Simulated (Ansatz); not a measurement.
**Energy of CeO$_{2}$ along an even scaling of the cell**

System: CeO$_{2}$ (Fm-3m, 3 atoms in the cell).
Method: DFT HSE06, scalar-relativistic, plane waves, PAW, no spin polarisation (Ansatz 0.2.0).

The 6 runs differ only in the geometry, by an even scaling of the cell at fixed fractional positions.

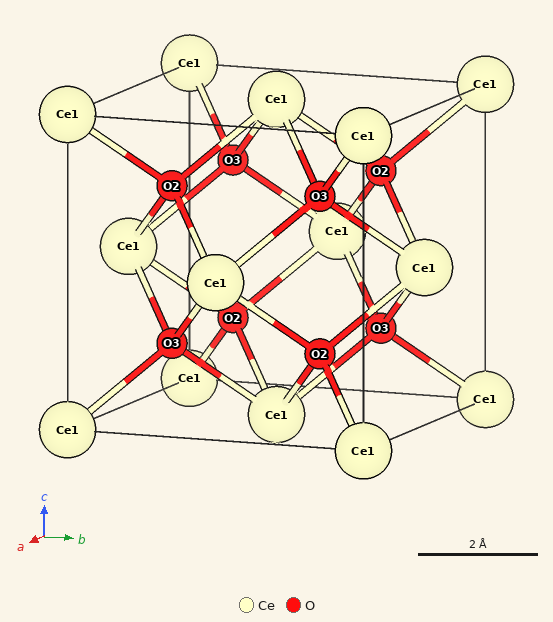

Figure 1. The structure of run 4 (ball-and-stick view of the cell 4 times as large as that of the calculation, set on its symmetry axes, seen slightly off an axis; atoms are numbered from 1 in the order of the input).

## Input of run 4
```yaml
crystal:
  lattice:
    - [0.0, 2.6971848268, 2.6971848268]
    - [2.6971848268, 0.0, 2.6971848268]
    - [2.6971848268, 2.6971848268, 0.0]
  atoms:
    - { symbol: Ce, position: [0.0, 0.0, 0.0] }
    - { symbol: O, position: [0.25, 0.25, 0.25] }
    - { symbol: O, position: [0.75, 0.75, 0.75] }
basis:
  ecutwfc: 420
  ecutrho_ratio: 4
kpoints:
  mp_grid: { grid: [6, 6, 6] }
hamiltonian:
  xc: hse06
scf:
  occupations: { method: gaussian, width: 0.05 }
output:
  forces: true
  stress: true
  eigenvalues: true
```

Command:
```bash
ansatz run input.yaml --threads 4 --pin off --max-ram 8192MiB --backend cpu --events-out ev --progress --plain --runs-dir out
```

Run 3 differs from it as follows:
```diff
-    - [0.0, 2.6971848268, 2.6971848268]
-    - [2.6971848268, 0.0, 2.6971848268]
-    - [2.6971848268, 2.6971848268, 0.0]
+    - [0.0, 2.6856643895, 2.6856643895]
+    - [2.6856643895, 0.0, 2.6856643895]
+    - [2.6856643895, 2.6856643895, 0.0]
```

## Results, with one run withheld

```tsv
run	volume per atom (Å³)	free energy per atom, from the lowest run given (meV)	pressure (GPa)	gap on the mesh (eV)
1	12.558	14.66	9.30	3.95
2	12.819	3.60	4.40	3.86
3	12.914	?	?	?
4	13.081	0.00	0.01	3.76
5	13.343	3.18	−3.94	3.67
6	13.653	15.10	−8.12	3.57
```

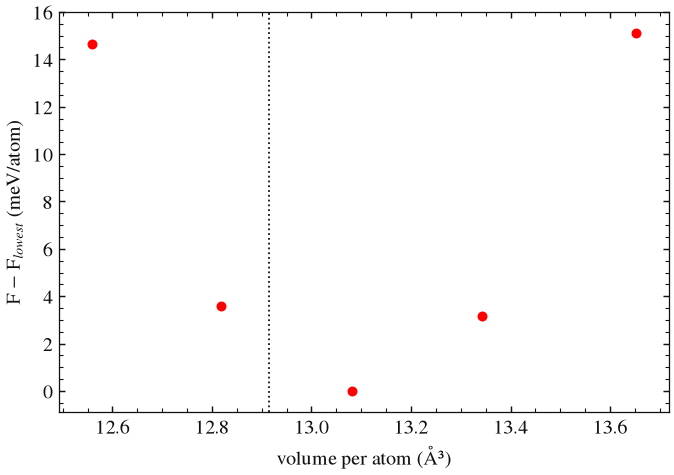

Figure 2. Free energy per atom of the runs given; the dotted line marks run 3.

Fit the runs given and predict run 3.

A cubic polynomial in V^(−2/3) (the Birch–Murnaghan form), fitted to the 5 runs given, misses them by at most 0.02 meV per atom. With x = V^(−2/3) − 0.18012 Å⁻², it reads F = −0.022939 + 41.87 x + 5.9184e+05 x² − 1.2712e+06 x³ (meV per atom). At run 3 it gives 1.47 meV per atom, and the run itself gives 1.44. The slope of the fit gives a pressure −dF/dV of 2.81 GPa there, and the run prints 2.76 GPa. The two needn't agree exactly: the fit is approximate, and the printed stress is taken on a finite basis. The fit has its minimum at 13.085 Å³ per atom, where V d²F/dV² gives 209 GPa: the bulk modulus at this level, since symmetry fixes the shape and the positions. The gap on the mesh goes, without turning, from 3.95 eV in run 1 to 3.57 eV in run 6; run 3 has 3.82 eV. These are gaps of this functional on this mesh, which can miss the band edges; they aren't the measured gap.

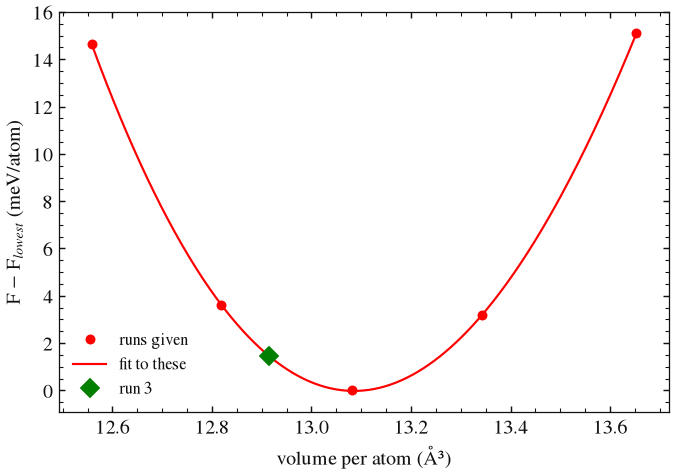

Figure 3. The fit and the withheld run.

## Output, shortened to warnings, some set-up lines, iterations and results (run 3)
```
Warning: output.stress: scf.convergence.dr2_threshold = 1e-7 eV (the SCF's general default) is looser than the 3e-10 eV advised for a printed stress (1e-10 eV for each atom of the cell: 3). What an SCF threshold leaves in a stress goes as its square root, and in the free energy as the threshold itself, and one threshold admits the most on a small cell: of the crystals measured, under no hybrid …
Warning: output.stress: scf.exx.energy_threshold = 1e-6 eV is looser than the 3e-8 eV advised for a stress under a hybrid functional (1e-8 eV for each atom of the cell: 3). Every SCF of the exchange loop can meet its threshold on dr2 while the loop round them stops early: no threshold on dr2 bounds what that leaves in the stress. Set scf.exx.energy_threshold to 3e-8 eV or tighter. The threshold …
Basis set: ecut = 420 eV, 749 PW (Γ), exchange–correlation on 54×54×54 points (8 copies of the dense FFT grid, shifted against one another)
Symmetry: 48 space group operations
k-points: 16 of 216
Initial density: superposition of atomic densities (neutral atoms: chi_scale 0, normalization atom), corrected by the library's trained network
[...]
SCF iter   1: F=—  HF=-7715.769067 eV  |F-HF|=—  |Δ(HF+E_count)|=         —  Δρ=5.09e-3  dr2=7.06e-3  ethr=1.77e-3  ⟨swp⟩=5.8  Hψ=1455  notcnv=0
SCF iter   2: F=—  HF=-7715.776382 eV  |F-HF|=—  |Δ(HF+E_count)|=   7.32e-3  Δρ=1.07e-2  dr2=4.93e-2  ethr=2.94e-5  ⟨swp⟩=4.2  Hψ=1050  notcnv=0
SCF iter   3: F=—  HF=-7715.772232 eV  |F-HF|=—  |Δ(HF+E_count)|=   4.15e-3  Δρ=4.75e-3  dr2=9.17e-3  ethr=2.94e-5  ⟨swp⟩=4.0  Hψ=1019  notcnv=0
SCF iter   4: F=—  HF=-7715.772023 eV  |F-HF|=—  |Δ(HF+E_count)|=   2.09e-4  Δρ=1.55e-3  dr2=1.00e-3  ethr=2.94e-5  ⟨swp⟩=2.0  Hψ=666  notcnv=0
SCF iter   5: F=-7715.772042 eV  HF=-7715.772044 eV  |F-HF|=1.65e-6  |Δ(HF+E_count)|=   2.12e-5  Δρ=1.47e-4  dr2=8.12e-6  ethr=4.80e-8  ⟨swp⟩=3.9  Hψ=1254  notcnv=0
[... 19 lines ...]
SCF 3 converged in 6 iterations: F = -7718.664034 eV  dr2 = 3.61e-9
SCF iter   1: F=—  HF=-7718.664034 eV  |F-HF|=—  |Δ(HF+E_count)|=         —  Δρ=1.16e-5  dr2=5.41e-8  ethr=3.64e-9  ⟨swp⟩=3.9  Hψ=748  notcnv=0
SCF iter   2: F=—  HF=-7718.664034 eV  |F-HF|=—  |Δ(HF+E_count)|=   6.03e-9  Δρ=1.42e-5  dr2=8.22e-8  ethr=2.17e-10  ⟨swp⟩=4.1  Hψ=804  notcnv=0
SCF iter   3: F=-7718.664034 eV  HF=-7718.664034 eV  |F-HF|=1.17e-9  |Δ(HF+E_count)|=   1.25e-8  Δρ=3.05e-6  dr2=1.68e-9  ethr=2.17e-10  ⟨swp⟩=2.1  Hψ=550  notcnv=0  defer=2
SCF 4 converged in 3 iterations: F = -7718.664034 eV  dr2 = 1.68e-9
  Residual-converged pass: ⟨swp⟩=3.8  Hψ=768  notcnv=0  max |occ|·‖R‖ = 2.3e-6 eV (tolerance 2.4e-6 eV)  dr2=9.90e-10  dr2_onsite=3.07e-10  max |Δocc| = 0.0e0
hybrid outer 3: dexx = +4.579e-9 eV, tail = 4.13e-9 eV, Δε = 3.30e-4 eV (about 8.05e-5 eV left of the loop's levels), ΔF = 1.85e-17 eV/Å (tail 3.79e-4)
hybrid SCF converged: 3 outer / 20 inner (+5 warm-up), last move |dexx| = 4.58e-9 eV, tail = 4.13e-9 eV
Stability not checked: this state was not tested for a lower state beside it, because the functional holds exact exchange (a hybrid, or Hartree-Fock), whose exchange loop this test does not read (fock_operator; see scf.lower_state_search)
Free energy (F): -7718.664034 eV
Frozen-core exchange: fock
Harris-Foulkes:  -7718.664034 eV  (|F-HF|=1.17e-9)
Internal energy: -7718.664034 eV  (E = F + TS)
E sigma→0 (E₀):  -7718.664034 eV
Fermi energy:    12.522019 eV
--- Per-component energies (eV) ---
  E_band       = -4.380138
  E_kinetic    = 751.107336
  E_local      = -895.812354  (includes V_loc(G=0)·N_el)
  E_nonlocal   = 14.360497
  E_hartree    = 322.367111
  E_xc         = -307.732935
  E_vxc        = -360.182154  (∫ρ·V_xc dr)
  E_exx        = -64.025958  (= α·E_x^exact, valence–valence)
  E_paw        = -5796.534218  (= ΣΔE_a)
  E_vpaw       = -30.541338  (= ΣTr[D̂ρ^β])
  E_aug_tail   = 0.004904  (compensation charges beyond the density's cutoff)
  E_ewald      = -1742.205596
  E_core_change = -0.192840  (= ΣΔE_core)
  E_smearing   = -0.000000  (= −TS)
  E_closure    = 0.000019  (closes the sum)
  Σ components = -7718.664034   (vs F -7718.664034, Δ=-9.09e-13)
--- Forces (eV/Å), atoms counted from 1 ---
  atom   1  Ce     0.00000000    -0.00000000     0.00000000
  atom   2  O     -0.00000000     0.00000000    -0.00000000
  atom   3  O      0.00000000    -0.00000000    -0.00000000
  max |Σ_I F_I| component: 9.25e-18 eV/Å
--- Stress (GPa, compression-positive) ---
        2.756821      -0.000000      -0.000000
       -0.000000       2.756821       0.000000
        0.000000       0.000000       2.756821
  P = ⅓ Tr σ = 2.7568 GPa (27.568 kbar)
```

Warnings of the run: the exchange loop's threshold is looser than advised for the stress; the SCF threshold is looser than advised for the printed stress.
